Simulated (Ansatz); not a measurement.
Geometry relaxation of GaSb (part 2 of 2)

The same run, continued: GaSb (F-43m, 2 atoms in the cell); DFT PBE, scalar-relativistic, plane waves, PAW, no spin polarisation (Ansatz 0.2.0); cutoff 420 eV, 12×12×12 k-mesh, Gaussian smearing of 0.1 eV. The structure derives from an entry of the Crystallography Open Database.

Geometry of the input (Å; fractional positions):
```
0.0000  3.0590  3.0590
3.0590  0.0000  3.0590
3.0590  3.0590  0.0000
Ga 0.0000  0.0000  0.0000
Sb 0.7500  0.7500  0.7500
```

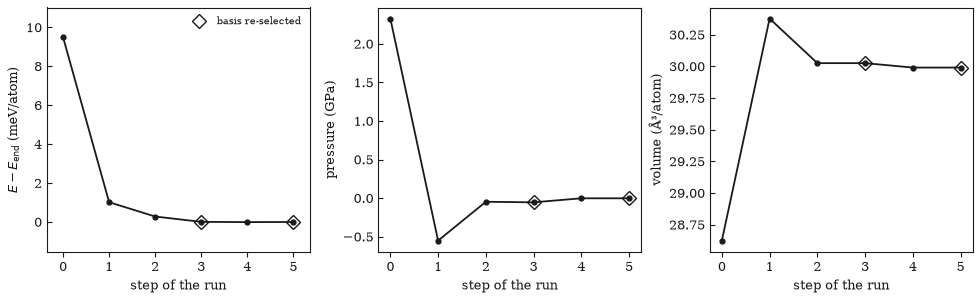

Progress of the relaxation, step by step (the first geometry is step 0 here and step 1 in the log).

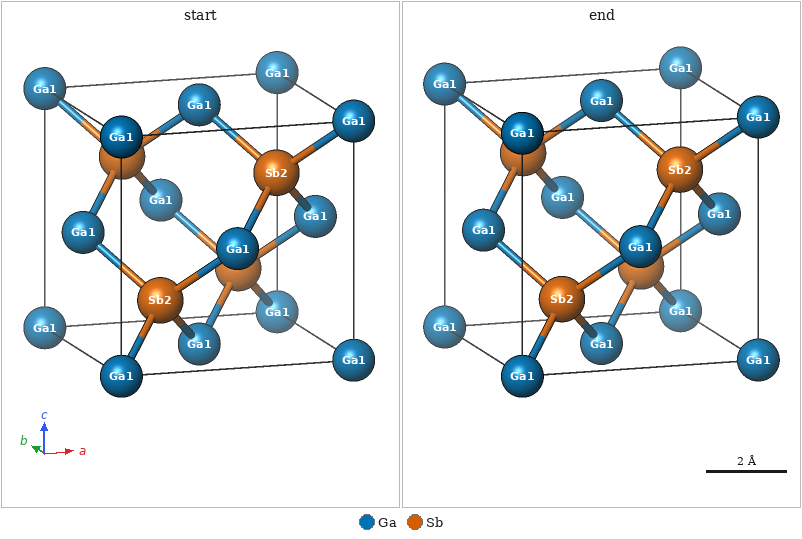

Before (left) and after (right) the relaxation, at one scale (ball-and-stick view of the cell 4 times as large as that of the calculation, set on its symmetry axes, seen slightly off an axis). No atom moves by more than 0.005 Å relative to the cell. The drawn cell changes as follows: a = b = c 6.118 → 6.214 Å (+1.6 %); the volume changes by +4.8 %. Distances before and after: Ga1–Sb2 2.649 → 2.691 Å. The space group stays F-43m (No. 216). Over 3 geometry steps the energy falls by 9.5 meV per atom. All forces vanish by symmetry, so only the cell relaxes. The pressure goes from 2.33 to 0.00 GPa. The basis was re-selected once at an unchanged geometry, which shifts the energy a little without any move. The energy change given includes the shifts at the re-selections in mid-walk, which come without any move. A last SCF at the same geometry on a re-selected plane-wave basis shifts the energy by +0.0 meV per atom. (Atoms are counted from 1 in the order of the input.)

```
basis re-selected at this cell: Δ(F+E_penalty+E_count) = +1.228e-5 eV, ΔP = +0.000 GPa vs the last step (what re-selecting the basis moved, of the pressure what is left beyond the Pulay correction that the steps carried, after the strain that the cell walked since its last selection, with what the two solves' SCF thresholds leave and, on support functions, any second-order correction that the steps lacked; it is no measure of the basis error at this ecutwfc). This SCF's stress stands 1.79e-3 GPa from its target on what of the cell is left free (relax.cell.stress_tol is 5.00e-2 GPa) and its largest allowed force component is 3.06e-17 eV/Å (relax.f_tol is 5.00e-3 eV/Å): within both
SCF converged after 5 iterations
Free energy (F): -10267.840088 eV
Harris-Foulkes:  -10267.840088 eV  (|F-HF|=3.64e-12)
Internal energy: -10267.839951 eV  (E = F + TS)
E sigma→0 (E₀):  -10267.840019 eV
Entropy (-TS):   -0.000137 eV (-0.069 meV/atom)
Fermi energy:    7.165123 eV
--- Per-component energies (eV) ---
  E_band       = -274.898166
  E_kinetic    = 321.984192
  E_local      = -3975.796595  (includes V_loc(G=0)·N_el)
  E_nonlocal   = 786.976414
  E_hartree    = 1825.973199
  E_xc         = -206.852037
  E_vxc        = -153.311784  (∫ρ·V_xc dr)
  E_paw        = -6564.671662  (= ΣΔE_a)
  E_vpaw       = -906.696718  (= ΣTr[D̂ρ^β])
  E_aug_tail   = -0.000122  (compensation charges beyond the density's cutoff)
  E_ewald      = -2455.453340
  E_smearing   = -0.000137  (= −TS)
  E_closure    = 0.000000  (closes the sum)
  Σ components = -10267.840088   (vs F -10267.840088, Δ=0.00e0)
--- Forces (eV/Å), atoms counted from 1 ---
  atom   1  Ga    -0.00000000    -0.00000000     0.00000000
  atom   2  Sb     0.00000000     0.00000000    -0.00000000
  max |Σ_I F_I| component: 2.20e-17 eV/Å
--- Stress (GPa, compression-positive) ---
       -0.001786      -0.000000      -0.000000
       -0.000000      -0.001786       0.000000
       -0.000000       0.000000      -0.001786
  P = ⅓ Tr σ = -0.0018 GPa (-0.018 kbar)
--- Band table (eV; the first three rows and the last of 72) ---
  k-point 0: bands = ["-21.5791", "-21.5791", "-21.5791", "-21.5633", "-21.5633", "-7.8003", "-7.8003", "-7.8003", "-7.7577", "-7.7577", "-4.0475", "6.8249", "7.1155", "7.1155", "7.1155", "9.9140", "9.9140", "9.9140"]
  k-point 1: bands = ["-21.5790", "-21.5789", "-21.5789", "-21.5633", "-21.5633", "-7.8019", "-7.7996", "-7.7996", "-7.7578", "-7.7578", "-3.9800", "5.7200", "7.0025", "7.0025", "7.8303", "10.0720", "10.0720", "10.1325"]
  k-point 2: bands = ["-21.5789", "-21.5785", "-21.5785", "-21.5631", "-21.5631", "-7.8062", "-7.7976", "-7.7976", "-7.7580", "-7.7580", "-3.7819", "4.4109", "6.7442", "6.7442", "7.9895", "10.4245", "10.4245", "10.9451"]
  k-point 71: bands = ["-21.5785", "-21.5772", "-21.5742", "-21.5636", "-21.5617", "-7.8337", "-7.7849", "-7.7805", "-7.7626", "-7.7580", "-1.7472", "0.6424", "3.9834", "4.1984", "10.6311", "11.4237", "11.4313", "11.8916"]
--- Relaxed structure (4 steps of the walk, 4 accepted, 2 SCFs on fresh bases) ---
  F+E_penalty+E_count = -10267.84008787 eV   max|allowed force component| = 3.065e-17 eV/Å   (the final SCF, on the basis selected at the relaxed cell)
  cell:  # Å, volume = 59.9819 Å³
    - [-2.952881017282469e-33, 3.1069206317778484, 3.1069206317778484]
    - [3.1069206317778484, 1.1521534811572588e-32, 3.1069206317778484]
    - [3.1069206317778484, 3.1069206317778484, 1.1206258663786776e-32]
  atoms:
    - { symbol: Ga, position: [1.3221487032406652e-33, -9.23405443533163e-34, -1.3431351905936917e-33] }
    - { symbol: Sb, position: [0.75, 0.75, 0.75] }
```

## Trajectory as extended XYZ (Å, eV, eV/Å), 6 frames, from step=1 to step=6
```
2
Lattice="0.0000 3.0590 3.0590 3.0590 0.0000 3.0590 3.0590 3.0590 0.0000" Properties=species:S:1:pos:R:3:forces:R:3 step=1 energy=-10267.82108 pressure_GPa=2.33
Ga    0.0000    0.0000    0.0000    0.0000   0.0000   0.0000
Sb    4.5885    4.5885    4.5885    0.0000   0.0000   0.0000
2
Lattice="0.0000 3.1202 3.1202 3.1202 0.0000 3.1202 3.1202 3.1202 0.0000" Properties=species:S:1:pos:R:3:forces:R:3 step=2 energy=-10267.83805 pressure_GPa=-0.55
Ga    0.0000    0.0000    0.0000    0.0000   0.0000   0.0000
Sb    4.6803    4.6803    4.6803    0.0000   0.0000   0.0000
2
Lattice="0.0000 3.1081 3.1081 3.1081 0.0000 3.1081 3.1081 3.1081 0.0000" Properties=species:S:1:pos:R:3:forces:R:3 step=3 energy=-10267.83952 pressure_GPa=-0.05
Ga    0.0000    0.0000    0.0000    0.0000   0.0000   0.0000
Sb    4.6622    4.6622    4.6622    0.0000   0.0000   0.0000
2
Lattice="0.0000 3.1081 3.1081 3.1081 0.0000 3.1081 3.1081 3.1081 0.0000" Properties=species:S:1:pos:R:3:forces:R:3 step=4 energy=-10267.84007 pressure_GPa=-0.05
Ga    0.0000    0.0000    0.0000    0.0000   0.0000   0.0000
Sb    4.6622    4.6622    4.6622    0.0000   0.0000   0.0000
2
Lattice="0.0000 3.1069 3.1069 3.1069 0.0000 3.1069 3.1069 3.1069 0.0000" Properties=species:S:1:pos:R:3:forces:R:3 step=5 energy=-10267.84010 pressure_GPa=-0.00
Ga    0.0000    0.0000    0.0000    0.0000   0.0000   0.0000
Sb    4.6604    4.6604    4.6604    0.0000   0.0000   0.0000
2
Lattice="0.0000 3.1069 3.1069 3.1069 0.0000 3.1069 3.1069 3.1069 0.0000" Properties=species:S:1:pos:R:3:forces:R:3 step=6 energy=-10267.84009 pressure_GPa=-0.00
Ga    0.0000    0.0000    0.0000    0.0000   0.0000   0.0000
Sb    4.6604    4.6604    4.6604    0.0000   0.0000   0.0000
```

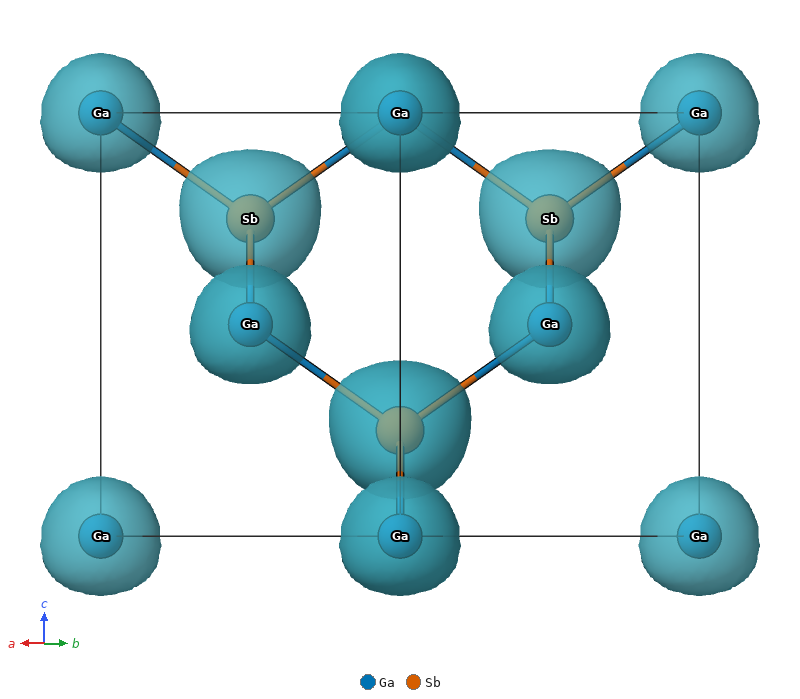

Isosurface of the valence electron density at 0.5 e/Å³ (cyan), seen along [110]. Sticks mark near contacts. The outline is the cell set on symmetry axes. At this value the density breaks into separate islands; it holds about 75 % of the electrons treated as valence (semicore included). It is pinched off along the Ga–Sb (2.69 Å) contacts. On the grid the lowest density along these lines, outside the cores, is 0.38 e/Å³ (Ga–Sb, 2.69 Å). The fields are those of the smooth PAW valence density.

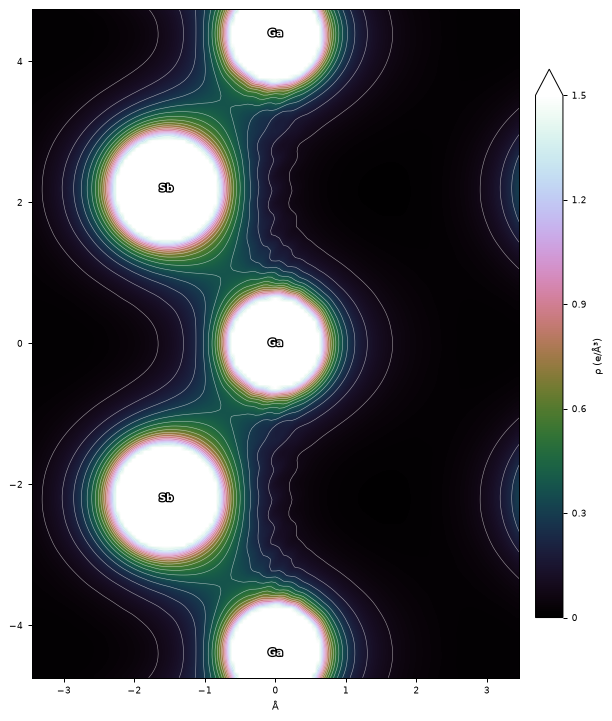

Valence charge density (pseudo) on the (110) plane of the conventional cell. Ga–Sb (2.69 Å): the density is about 0.4 e/Å³ at the midpoint. Away from the nuclei the density in this plane falls to 0.01 e/Å³ at its lowest.
